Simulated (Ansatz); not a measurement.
## Geometry relaxation, with input and output: SiO$_{2}$ (part 3 of 3)

The same run, continued: SiO$_{2}$ (I-42d, 6 atoms in the cell); DFT r2SCAN, scalar-relativistic, plane waves, PAW, no spin polarisation (Ansatz 0.2.0); cutoff 200 eV, 8×8×8 k-mesh, Gaussian smearing of 0.02 eV. The structure derives from an entry of the Crystallography Open Database. The run did not end well. It belongs to a series of runs on one base structure; here: relaxed ecut: 200 eV.

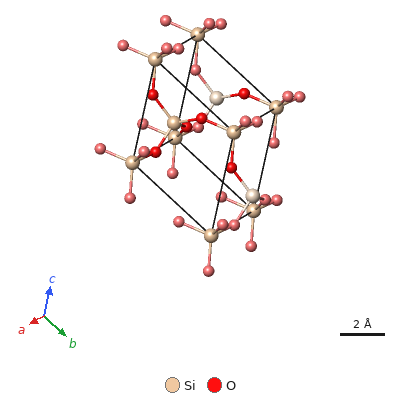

Figure 1. The geometry at step 32 of the log (ball-and-stick view of the cell of the calculation, seen slightly off an axis; neighbours outside the cell are drawn fainter).

Trajectory as extended XYZ (Å, eV, eV/Å), 28 of the 60 frames kept, from step=1 to step=60
```
6
Lattice="-2.3740 2.3740 3.7440 2.3740 -2.3740 3.7440 2.3740 2.3740 -3.7440" Properties=species:S:1:pos:R:3:forces:R:3 step=1 energy=-3533.29516 pressure_GPa=2.93
Si    0.0000    0.0000    0.0000    0.0000   0.0000   0.0000
Si    0.0000    2.3740    1.8720    0.0000   0.0000   0.0000
O     1.1870    2.9599    2.8080    0.0000   0.1737   0.0000
O     0.5858    1.1870    0.9360    0.1737   0.0000   0.0000
O    -1.1870    1.7882    2.8080    0.0000  -0.1737   0.0000
O    -0.5858    3.5611    0.9360   -0.1737   0.0000   0.0000
6
Lattice="-2.3819 2.3819 3.7389 2.3819 -2.3819 3.7389 2.3819 2.3819 -3.7389" Properties=species:S:1:pos:R:3:forces:R:3 step=3 energy=-3532.84776 pressure_GPa=0.52
Si    0.0000    0.0000    0.0000    0.0000   0.0000   0.0000
Si    0.0000    2.3819    1.8694    0.0000   0.0000   0.0000
O     1.1910    2.9674    2.8042    0.0000   0.1251   0.0000
O     0.5855    1.1910    0.9347    0.1251   0.0000   0.0000
O    -1.1910    1.7964    2.8042    0.0000  -0.1251   0.0000
O    -0.5855    3.5729    0.9347   -0.1251   0.0000   0.0000
6
Lattice="-2.3786 2.3786 3.7377 2.3786 -2.3786 3.7377 2.3786 2.3786 -3.7377" Properties=species:S:1:pos:R:3:forces:R:3 step=5 energy=-3533.12220 pressure_GPa=-0.12
Si    0.0000    0.0000    0.0000    0.0000   0.0000   0.0000
Si    0.0000    2.3786    1.8689    0.0000   0.0000   0.0000
O     1.1893    2.9913    2.8033    0.0000   0.0253   0.0000
O     0.6127    1.1893    0.9344    0.0253   0.0000   0.0000
O    -1.1893    1.7659    2.8033    0.0000  -0.0253   0.0000
O    -0.6127    3.5679    0.9344   -0.0253   0.0000   0.0000
6
Lattice="-2.3856 2.3856 3.7222 2.3856 -2.3856 3.7222 2.3856 2.3856 -3.7222" Properties=species:S:1:pos:R:3:forces:R:3 step=8 energy=-3533.06412 pressure_GPa=0.48
Si    0.0000    0.0000    0.0000    0.0000   0.0000   0.0000
Si    0.0000    2.3856    1.8611    0.0000   0.0000   0.0000
O     1.1928    3.0008    2.7916    0.0000   0.0014   0.0000
O     0.6152    1.1928    0.9305    0.0014   0.0000   0.0000
O    -1.1928    1.7704    2.7916    0.0000  -0.0014   0.0000
O    -0.6152    3.5784    0.9305   -0.0014   0.0000   0.0000
6
Lattice="-2.3867 2.3867 3.7290 2.3867 -2.3867 3.7290 2.3867 2.3867 -3.7290" Properties=species:S:1:pos:R:3:forces:R:3 step=10 energy=-3532.82631 pressure_GPa=-0.10
Si    0.0000    0.0000    0.0000    0.0000   0.0000   0.0000
Si    0.0000    2.3867    1.8645    0.0000   0.0000   0.0000
O     1.1933    2.9984    2.7968    0.0000  -0.0064   0.0000
O     0.6117    1.1933    0.9323   -0.0064   0.0000   0.0000
O    -1.1933    1.7750    2.7968    0.0000   0.0064   0.0000
O    -0.6117    3.5800    0.9323    0.0064   0.0000   0.0000
6
Lattice="-2.3867 2.3867 3.7290 2.3867 -2.3867 3.7290 2.3867 2.3867 -3.7290" Properties=species:S:1:pos:R:3:forces:R:3 step=12 energy=-3533.34784 pressure_GPa=1.01
Si    0.0000    0.0000    0.0000    0.0000   0.0000   0.0000
Si    0.0000    2.3867    1.8645    0.0000   0.0000   0.0000
O     1.1933    2.9972    2.7967    0.0000   0.0109   0.0000
O     0.6105    1.1933    0.9322    0.0109   0.0000   0.0000
O    -1.1933    1.7761    2.7967    0.0000  -0.0109   0.0000
O    -0.6105    3.5800    0.9322   -0.0109   0.0000   0.0000
6
Lattice="-2.3930 2.3930 3.7182 2.3930 -2.3930 3.7182 2.3930 2.3930 -3.7182" Properties=species:S:1:pos:R:3:forces:R:3 step=14 energy=-3533.14417 pressure_GPa=0.12
Si    0.0000    0.0000    0.0000    0.0000   0.0000   0.0000
Si    0.0000    2.3930    1.8591    0.0000   0.0000   0.0000
O     1.1965    3.0018    2.7886    0.0000  -0.0024   0.0000
O     0.6089    1.1965    0.9295   -0.0024   0.0000   0.0000
O    -1.1965    1.7841    2.7886    0.0000   0.0024   0.0000
O    -0.6089    3.5894    0.9295    0.0024   0.0000   0.0000
6
Lattice="-2.3929 2.3929 3.7204 2.3929 -2.3929 3.7204 2.3929 2.3929 -3.7204" Properties=species:S:1:pos:R:3:forces:R:3 step=16 energy=-3533.33628 pressure_GPa=0.98
Si    0.0000    0.0000    0.0000    0.0000   0.0000   0.0000
Si    0.0000    2.3929    1.8602    0.0000   0.0000   0.0000
O     1.1964    3.0004    2.7903    0.0000   0.0003   0.0000
O     0.6075    1.1964    0.9301    0.0003   0.0000   0.0000
O    -1.1964    1.7853    2.7903    0.0000  -0.0003   0.0000
O    -0.6075    3.5893    0.9301   -0.0003   0.0000   0.0000
6
Lattice="-2.4012 2.4012 3.7140 2.4012 -2.4012 3.7140 2.4012 2.4012 -3.7140" Properties=species:S:1:pos:R:3:forces:R:3 step=18 energy=-3532.88443 pressure_GPa=0.17
Si    0.0000    0.0000    0.0000    0.0000   0.0000   0.0000
Si    0.0000    2.4012    1.8570    0.0000   0.0000   0.0000
O     1.2006    2.9999    2.7855    0.0000  -0.0021   0.0000
O     0.5987    1.2006    0.9285   -0.0021   0.0000   0.0000
O    -1.2006    1.8025    2.7855    0.0000   0.0021   0.0000
O    -0.5987    3.6018    0.9285    0.0021   0.0000   0.0000
6
Lattice="-2.4105 2.4105 3.7130 2.4105 -2.4105 3.7130 2.4105 2.4105 -3.7130" Properties=species:S:1:pos:R:3:forces:R:3 step=21 energy=-3532.78025 pressure_GPa=-0.98
Si    0.0000    0.0000    0.0000    0.0000   0.0000   0.0000
Si    0.0000    2.4105    1.8565    0.0000   0.0000   0.0000
O     1.2053    2.9957    2.7848    0.0000   0.0071   0.0000
O     0.5852    1.2053    0.9283    0.0071   0.0000   0.0000
O    -1.2053    1.8253    2.7848    0.0000  -0.0071   0.0000
O    -0.5852    3.6158    0.9283   -0.0071   0.0000   0.0000
6
Lattice="-2.4084 2.4084 3.7080 2.4084 -2.4084 3.7080 2.4084 2.4084 -3.7080" Properties=species:S:1:pos:R:3:forces:R:3 step=23 energy=-3533.05144 pressure_GPa=-0.01
Si    0.0000    0.0000    0.0000    0.0000   0.0000   0.0000
Si    0.0000    2.4084    1.8540    0.0000   0.0000   0.0000
O     1.2042    3.0005    2.7810    0.0000   0.0007   0.0000
O     0.5922    1.2042    0.9270    0.0007   0.0000   0.0000
O    -1.2042    1.8162    2.7810    0.0000  -0.0007   0.0000
O    -0.5922    3.6126    0.9270   -0.0007   0.0000   0.0000
6
Lattice="-2.4152 2.4152 3.6988 2.4152 -2.4152 3.6988 2.4152 2.4152 -3.6988" Properties=species:S:1:pos:R:3:forces:R:3 step=25 energy=-3533.07911 pressure_GPa=0.58
Si    0.0000    0.0000    0.0000    0.0000   0.0000   0.0000
Si    0.0000    2.4152    1.8494    0.0000   0.0000   0.0000
O     1.2076    3.0025    2.7741    0.0000   0.0007   0.0000
O     0.5874    1.2076    0.9247    0.0007   0.0000   0.0000
O    -1.2076    1.8278    2.7741    0.0000  -0.0007   0.0000
O    -0.5874    3.6228    0.9247   -0.0007   0.0000   0.0000
6
Lattice="-2.4175 2.4175 3.7041 2.4175 -2.4175 3.7041 2.4175 2.4175 -3.7041" Properties=species:S:1:pos:R:3:forces:R:3 step=27 energy=-3532.79047 pressure_GPa=-0.01
Si    0.0000    0.0000    0.0000    0.0000   0.0000   0.0000
Si    0.0000    2.4175    1.8521    0.0000   0.0000   0.0000
O     1.2087    2.9992    2.7781    0.0000  -0.0012   0.0000
O     0.5817    1.2087    0.9260   -0.0012   0.0000   0.0000
O    -1.2087    1.8358    2.7781    0.0000   0.0012   0.0000
O    -0.5817    3.6262    0.9260    0.0012   0.0000   0.0000
6
Lattice="-2.4252 2.4252 3.6983 2.4252 -2.4252 3.6983 2.4252 2.4252 -3.6983" Properties=species:S:1:pos:R:3:forces:R:3 step=29 energy=-3532.98121 pressure_GPa=0.12
Si    0.0000    0.0000    0.0000    0.0000   0.0000   0.0000
Si    0.0000    2.4252    1.8492    0.0000   0.0000   0.0000
O     1.2126    3.0018    2.7738    0.0000   0.0068   0.0000
O     0.5766    1.2126    0.9246    0.0068   0.0000   0.0000
O    -1.2126    1.8486    2.7738    0.0000  -0.0068   0.0000
O    -0.5766    3.6378    0.9246   -0.0068   0.0000   0.0000
6
Lattice="-2.4323 2.4323 3.6930 2.4323 -2.4323 3.6930 2.4323 2.4323 -3.6930" Properties=species:S:1:pos:R:3:forces:R:3 step=32 energy=-3533.01239 pressure_GPa=-0.11
Si    0.0000    0.0000    0.0000    0.0000   0.0000   0.0000
Si    0.0000    2.4323    1.8465    0.0000   0.0000   0.0000
O     1.2162    3.0066    2.7698    0.0000  -0.0049   0.0000
O     0.5742    1.2162    0.9233   -0.0049   0.0000   0.0000
O    -1.2162    1.8581    2.7698    0.0000   0.0049   0.0000
O    -0.5742    3.6485    0.9233    0.0049   0.0000   0.0000
6
Lattice="-2.4326 2.4326 3.6916 2.4326 -2.4326 3.6916 2.4326 2.4326 -3.6916" Properties=species:S:1:pos:R:3:forces:R:3 step=34 energy=-3533.36877 pressure_GPa=0.65
Si    0.0000    0.0000    0.0000    0.0000   0.0000   0.0000
Si    0.0000    2.4326    1.8458    0.0000   0.0000   0.0000
O     1.2163    3.0063    2.7687    0.0000   0.0113   0.0000
O     0.5737    1.2163    0.9229    0.0113   0.0000   0.0000
O    -1.2163    1.8589    2.7687    0.0000  -0.0113   0.0000
O    -0.5737    3.6489    0.9229   -0.0113   0.0000   0.0000
6
Lattice="-2.4392 2.4392 3.6850 2.4392 -2.4392 3.6850 2.4392 2.4392 -3.6850" Properties=species:S:1:pos:R:3:forces:R:3 step=36 energy=-3533.33033 pressure_GPa=0.54
Si    0.0000    0.0000    0.0000    0.0000   0.0000   0.0000
Si    0.0000    2.4392    1.8425    0.0000   0.0000   0.0000
O     1.2196    3.0084    2.7638    0.0000   0.0082   0.0000
O     0.5692    1.2196    0.9213    0.0082   0.0000   0.0000
O    -1.2196    1.8699    2.7638    0.0000  -0.0082   0.0000
O    -0.5692    3.6587    0.9213   -0.0082   0.0000   0.0000
6
Lattice="-2.4448 2.4448 3.6787 2.4448 -2.4448 3.6787 2.4448 2.4448 -3.6787" Properties=species:S:1:pos:R:3:forces:R:3 step=38 energy=-3533.30003 pressure_GPa=0.45
Si    0.0000    0.0000    0.0000    0.0000   0.0000   0.0000
Si    0.0000    2.4448    1.8393    0.0000   0.0000   0.0000
O     1.2224    3.0106    2.7590    0.0000   0.0107   0.0000
O     0.5658    1.2224    0.9197    0.0107   0.0000   0.0000
O    -1.2224    1.8790    2.7590    0.0000  -0.0107   0.0000
O    -0.5658    3.6672    0.9197   -0.0107   0.0000   0.0000
6
Lattice="-2.4496 2.4496 3.6722 2.4496 -2.4496 3.6722 2.4496 2.4496 -3.6722" Properties=species:S:1:pos:R:3:forces:R:3 step=40 energy=-3533.31615 pressure_GPa=0.31
Si    0.0000    0.0000    0.0000    0.0000   0.0000   0.0000
Si    0.0000    2.4496    1.8361    0.0000   0.0000   0.0000
O     1.2248    3.0141    2.7541    0.0000   0.0021   0.0000
O     0.5645    1.2248    0.9180    0.0021   0.0000   0.0000
O    -1.2248    1.8851    2.7541    0.0000  -0.0021   0.0000
O    -0.5645    3.6744    0.9180   -0.0021   0.0000   0.0000
6
Lattice="-2.4576 2.4576 3.6601 2.4576 -2.4576 3.6601 2.4576 2.4576 -3.6601" Properties=species:S:1:pos:R:3:forces:R:3 step=43 energy=-3533.22287 pressure_GPa=-0.00
Si    0.0000    0.0000    0.0000    0.0000   0.0000   0.0000
Si    0.0000    2.4576    1.8300    0.0000   0.0000   0.0000
O     1.2288    3.0181    2.7451    0.0000   0.0019   0.0000
O     0.5604    1.2288    0.9150    0.0019   0.0000   0.0000
O    -1.2288    1.8972    2.7451    0.0000  -0.0019   0.0000
O    -0.5604    3.6864    0.9150   -0.0019   0.0000   0.0000
6
Lattice="-2.4611 2.4611 3.6542 2.4611 -2.4611 3.6542 2.4611 2.4611 -3.6542" Properties=species:S:1:pos:R:3:forces:R:3 step=45 energy=-3533.27385 pressure_GPa=0.01
Si    0.0000    0.0000    0.0000    0.0000   0.0000   0.0000
Si    0.0000    2.4611    1.8271    0.0000   0.0000   0.0000
O     1.2305    3.0204    2.7407    0.0000   0.0001   0.0000
O     0.5593    1.2305    0.9136    0.0001   0.0000   0.0000
O    -1.2305    1.9017    2.7407    0.0000  -0.0001   0.0000
O    -0.5593    3.6916    0.9136   -0.0001   0.0000   0.0000
6
Lattice="-2.4644 2.4644 3.6493 2.4644 -2.4644 3.6493 2.4644 2.4644 -3.6493" Properties=species:S:1:pos:R:3:forces:R:3 step=47 energy=-3533.23609 pressure_GPa=-0.01
Si    0.0000    0.0000    0.0000    0.0000   0.0000   0.0000
Si    0.0000    2.4644    1.8246    0.0000   0.0000   0.0000
O     1.2322    3.0219    2.7370    0.0000  -0.0001   0.0000
O     0.5575    1.2322    0.9123   -0.0001   0.0000   0.0000
O    -1.2322    1.9069    2.7370    0.0000   0.0001   0.0000
O    -0.5575    3.6966    0.9123    0.0001   0.0000   0.0000
6
Lattice="-2.4670 2.4670 3.6445 2.4670 -2.4670 3.6445 2.4670 2.4670 -3.6445" Properties=species:S:1:pos:R:3:forces:R:3 step=49 energy=-3533.31801 pressure_GPa=0.00
Si    0.0000    0.0000    0.0000    0.0000   0.0000   0.0000
Si    0.0000    2.4670    1.8223    0.0000   0.0000   0.0000
O     1.2335    3.0241    2.7334    0.0000  -0.0001   0.0000
O     0.5571    1.2335    0.9111   -0.0001   0.0000   0.0000
O    -1.2335    1.9099    2.7334    0.0000   0.0001   0.0000
O    -0.5571    3.7005    0.9111    0.0001   0.0000   0.0000
6
Lattice="-2.4694 2.4694 3.6400 2.4694 -2.4694 3.6400 2.4694 2.4694 -3.6400" Properties=species:S:1:pos:R:3:forces:R:3 step=51 energy=-3533.27682 pressure_GPa=-0.00
Si    0.0000    0.0000    0.0000    0.0000   0.0000   0.0000
Si    0.0000    2.4694    1.8200    0.0000   0.0000   0.0000
O     1.2347    3.0261    2.7300    0.0000  -0.0013   0.0000
O     0.5567    1.2347    0.9100   -0.0013   0.0000   0.0000
O    -1.2347    1.9127    2.7300    0.0000   0.0013   0.0000
O    -0.5567    3.7041    0.9100    0.0013   0.0000   0.0000
6
Lattice="-2.4715 2.4715 3.6357 2.4715 -2.4715 3.6357 2.4715 2.4715 -3.6357" Properties=species:S:1:pos:R:3:forces:R:3 step=53 energy=-3533.29736 pressure_GPa=0.01
Si    0.0000    0.0000    0.0000    0.0000   0.0000   0.0000
Si    0.0000    2.4715    1.8179    0.0000   0.0000   0.0000
O     1.2357    3.0283    2.7268    0.0000   0.0007   0.0000
O     0.5569    1.2357    0.9089    0.0007   0.0000   0.0000
O    -1.2357    1.9146    2.7268    0.0000  -0.0007   0.0000
O    -0.5569    3.7072    0.9089   -0.0007   0.0000   0.0000
6
Lattice="-2.4733 2.4733 3.6317 2.4733 -2.4733 3.6317 2.4733 2.4733 -3.6317" Properties=species:S:1:pos:R:3:forces:R:3 step=56 energy=-3533.39360 pressure_GPa=0.06
Si    0.0000    0.0000    0.0000    0.0000   0.0000   0.0000
Si    0.0000    2.4733    1.8159    0.0000   0.0000   0.0000
O     1.2366    3.0303    2.7238    0.0000  -0.0019   0.0000
O     0.5570    1.2366    0.9079   -0.0019   0.0000   0.0000
O    -1.2366    1.9163    2.7238    0.0000   0.0019   0.0000
O    -0.5570    3.7099    0.9079    0.0019   0.0000   0.0000
6
Lattice="-2.4749 2.4749 3.6283 2.4749 -2.4749 3.6283 2.4749 2.4749 -3.6283" Properties=species:S:1:pos:R:3:forces:R:3 step=58 energy=-3533.39949 pressure_GPa=0.03
Si    0.0000    0.0000    0.0000    0.0000   0.0000   0.0000
Si    0.0000    2.4749    1.8141    0.0000   0.0000   0.0000
O     1.2374    3.0319    2.7212    0.0000  -0.0025   0.0000
O     0.5570    1.2374    0.9071   -0.0025   0.0000   0.0000
O    -1.2374    1.9179    2.7212    0.0000   0.0025   0.0000
O    -0.5570    3.7123    0.9071    0.0025   0.0000   0.0000
6
Lattice="-2.4764 2.4764 3.6255 2.4764 -2.4764 3.6255 2.4764 2.4764 -3.6255" Properties=species:S:1:pos:R:3:forces:R:3 step=60 energy=-3533.38513 pressure_GPa=0.04
Si    0.0000    0.0000    0.0000    0.0000   0.0000   0.0000
Si    0.0000    2.4764    1.8128    0.0000   0.0000   0.0000
O     1.2382    3.0320    2.7191    0.0000   0.0011   0.0000
O     0.5556    1.2382    0.9064    0.0011   0.0000   0.0000
O    -1.2382    1.9208    2.7191    0.0000  -0.0011   0.0000
O    -0.5556    3.7146    0.9064   -0.0011   0.0000   0.0000
```

The run was set up as follows.

Input
```yaml
crystal:
  lattice:
    - [-2.37405, 2.37405, 3.744]
    - [2.37405, -2.37405, 3.744]
    - [2.37405, 2.37405, -3.744]
  atoms:
    - { symbol: Si, position: [0.0, 0.0, 0.0] }
    - { symbol: Si, position: [0.75, 0.25, 0.5] }
    - { symbol: O, position: [0.99838, 0.625, 0.87338] }
    - { symbol: O, position: [0.375, 0.24838, 0.37338] }
    - { symbol: O, position: [0.75162, 0.125, 0.12662] }
    - { symbol: O, position: [0.875, 0.00162, 0.62662] }
basis:
  ecutwfc: 200
kpoints:
  mp_grid: { grid: [8, 8, 8] }
hamiltonian:
  xc: r2scan
scf:
  occupations: { method: gaussian, width: 0.02 }
output:
  forces: true
  stress: true
  eigenvalues: true
relax:
  adjacent_minimum: "off"
  f_tol: 0.01
  max_steps: 60
  cell: { stress_tol: 0.05 }
```

Command:
```bash
ansatz run input.yaml --threads 1 --pin off --max-ram 2560MiB --backend cpu --events-out ev --progress --plain --runs-dir out
```

What the run reported

| quantity | value |
| --- | --- |
| outcome | not converged |
| space group (tolerance 0.01 Å) | I-42d (122) |
| final cell | a = 5.041 Å, b = 5.041 Å, c = 5.041 Å, α = 121.15°, β = 121.15°, γ = 88.02° |
| hardware | 1 thread of Oxide Virtual Turin-like (Zen 5), 32 GiB of memory available, shared host |
| wall time | 3.6 min |
| peak memory | 0.44 GiB |

The run did not converge: “variable-cell relaxation did not converge after 60 `relax_step` rows, as none of its last 21 fresh-basis SCF(s) at a relaxed cell met both thresholds with a finite energy …” Its last values are not results. The program warns: the cutoff is below the recommended one.
